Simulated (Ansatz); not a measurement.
System: Eu, space group Im-3m (No. 229) (one of a set of cubic test structures, which need not be the stable phase).

Calculation (Ansatz 0.2.0 development build): equation of state of a cubic crystal from periodic Kohn-Sham density functional theory without spin; pressure corrected for the finite basis. Level: PBE.

- structure type: bcc
- atoms in cell: 1
- space group number: 229
- lattice centring: body-centred primitive
- k mesh: 14×14×14
- occupation method: Fermi–Dirac
- occupation width: 0.06123 eV
- wave cutoff: 700 eV
- datasets: hard PAW
- density tolerance: 1e−09 eV
- bands: 21
- density cutoff ratio: 4
- search for lower states: default

What does the calculation give for the energy above the lowest point and pressure against volume? The volume takes the values 24.56, 25.08, 25.60, 26.13, 26.65, 27.17, 27.69 Å³/atom.

The energy above the lowest point is 4.512 meV/atom at volume 24.56 Å³/atom and 3.804 meV/atom at 27.69 Å³/atom; the lowest computed point is at volume 26.13 Å³/atom (0.000 meV/atom), and no other minimum shows. The pressure falls from 0.92 GPa at volume 24.56 Å³/atom to −0.78 GPa at 27.69 Å³/atom, and changes sign near 26.16 Å³/atom.

```
volume (Å³/atom)  energy above the lowest point (meV/atom)  pressure (GPa)
           24.56                                     4.512            0.92
           25.08                                     2.030            0.61
           25.60                                     0.540            0.31
           26.13                                     0.000            0.02
           26.65                                     0.390           -0.26
           27.17                                     1.669           -0.53
           27.69                                     3.804           -0.78
```

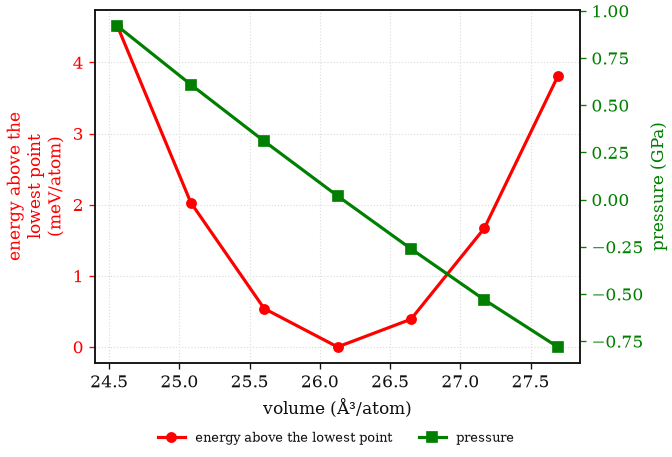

Caveats: modest k-mesh, values are not fully converged in k; open f shell treated without spin.
